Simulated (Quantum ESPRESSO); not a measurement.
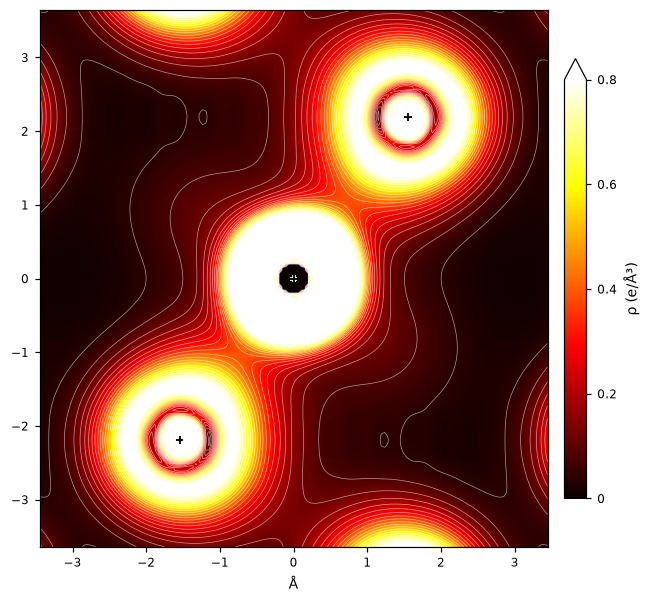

The valence pseudo-density on a plane through atoms (crosses mark nuclei in the plane).

Computed with Kohn-Sham DFT of a periodic cell, PBE, SSSP 1.3 efficiency PBE (Quantum ESPRESSO 7.5).

Candidates:
A. ZnSe, a = 5.67 Å, b = 5.67 Å, c = 5.67 Å, α = 90.00°, β = 90.00°, γ = 90.00°. Space group F-43m; computed pressure about 2 GPa in this cell.
B. CdTe, a = 6.41 Å, b = 6.41 Å, c = 6.41 Å, α = 90.00°, β = 90.00°, γ = 90.00°. Space group F-43m; computed pressure about 4 GPa in this cell.
C. ZrSe2, a = 3.80 Å, b = 3.80 Å, c = 6.19 Å, α = 90.00°, β = 90.00°, γ = 120.00°. Space group P-3m1.

> Which system is this?

Candidate C: ZrSe2 on the (110) plane of the conventional cell, which holds Zr and Se. Zr–Se (2.68 Å): the density is about 0.4 e/Å³ at the midpoint.
